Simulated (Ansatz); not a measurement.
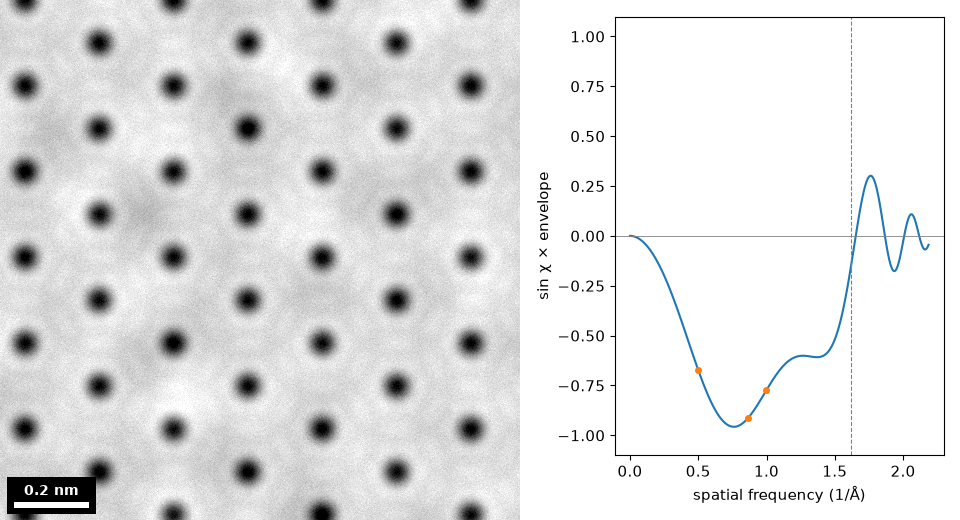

HRTEM-like image of Ge (Fd-3m, No. 227) along [111]. Simulated in the weak-phase-object approximation with neutral-atom potentials: 300 kV, Cs = 10 µm, defocus −53 Å (negative is underfocus), defocus spread 8 Å, aperture 1.62 1/Å. Shot noise and the speckle of an amorphous layer were added. Model: the geometry given to an electronic-structure calculation, possibly off equilibrium.

The plot gives the contrast transfer function, the aperture (dashed) and the crystal's spatial frequencies that carry visible contrast (dots).

### Do the atom columns appear dark or bright, and why?

Dark. With positive Cs and underfocus sin χ is negative over the pass band, so the strongest columns (Ge) come out darker than the background.

### What point resolution do these settings give, and which lattice spacings pass?

About 0.6 Å (0.66 |Cs|^(1/4) λ^(3/4) with λ = 0.0197 Å). The spacings that carry visible contrast are {220} at 2.00 Å, {422} at 1.16 Å, {440} at 1.00 Å.
